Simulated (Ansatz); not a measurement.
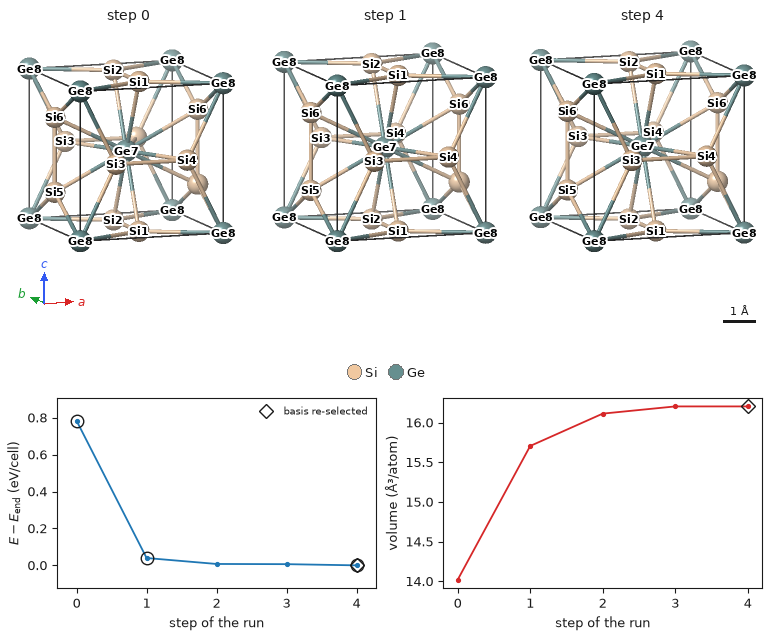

Frames of a relaxation of crystalline Si3Ge (a generated structure, set up in Pm-3n) (coarse preliminary run), marked on the history of the run. A ball-and-stick model of the cell of the calculation, seen slightly off an axis.

The calculation used Ansatz, DFT PBE, scalar-relativistic, plane waves, PAW. Settings: plane-wave cutoff 420 eV; k-point mesh 4 × 4 × 4; occupations gaussian; smearing width 0.1 eV; no spin polarisation; cell and atoms relaxed; force threshold 0.04 eV/Å; at most 70 steps.

Describe the path.

Answer. The atoms keep their places relative to the cell (all moves are under 0.005 Å). Cell: a = b = c 4.822 → 5.061 Å (+4.9 %). Volume +15.6 %. Some distances before and after: Si1–Ge7 2.696 → 2.829 Å, Si1–Si2 2.411 → 2.530 Å. The space group stays Pm-3n (No. 223). After 3 accepted moves (4 points after the start) the energy has fallen by 0.783 eV per cell of the calculation. All forces vanish by symmetry, so only the cell relaxes. Pressure: 16.01 GPa at the start and 0.10 GPa at the end. The SCF was repeated once at an unchanged geometry on a basis and grid sized afresh for the cell, which shifted the energy by 6.5 meV per cell of the calculation at most. From step 0 to 1: volume +12.0 %, energy −0.743 eV per cell of the calculation. From step 1 to 4: volume +3.2 %, energy −39.7 meV per cell of the calculation.
